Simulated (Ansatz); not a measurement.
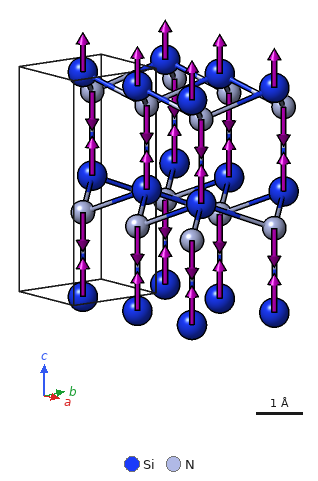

This is a relaxation of crystalline SiN (a generated structure, set up in P6_3mc) (coarse preliminary run). The starting structure is drawn; purple arrows show the displacements (the part carried along by the change of the cell is left out), magnified 10 times.

A ball-and-stick model of the cell of the calculation, repeated 3 × 2 × 1 with one cell outlined, seen slightly off an axis.

Case: C → N on all its sites, cell and atoms relaxed.

All numbers below come from DFT PBE, scalar-relativistic, plane waves, PAW (Ansatz). (plane-wave cutoff 420 eV; k-point mesh 6 × 6 × 4; occupations gaussian; smearing width 0.1 eV; no spin polarisation; cell and atoms relaxed; force threshold 0.05 eV/Å; at most 60 steps)

**What did the optimiser do to the structure, and how much energy did it gain?**

After 7 accepted moves (9 points after the start) the energy has fallen by 0.881 eV per cell of the calculation. Largest force component: 1.2 eV/Å at the start, 0.0069 eV/Å at the end. The pressure goes from 3.44 to −0.08 GPa. The SCF was repeated twice at an unchanged geometry on a basis and grid sized afresh for the cell, which shifted the energy by 25.0 meV per cell of the calculation at most. The largest moves relative to the cell, 0.090 Å, are those of Si and N atoms. Largest moves by element: N 0.090 Å, Si 0.090 Å. The volume changes by −0.5 %, with a = b 3.040 → 2.834 Å (−6.8 %), c 4.988 → 5.709 Å (+14.5 %). Among the contacts that change: N–Si 1.875 → 1.966 Å. Bond angles that change, for instance: N–Si–N 109.5° → 99.1°, Si–N–Si 109.5° → 99.1°, N–Si–N 109.4° → 118.5°. The space group stays P6_3mc (No. 186).
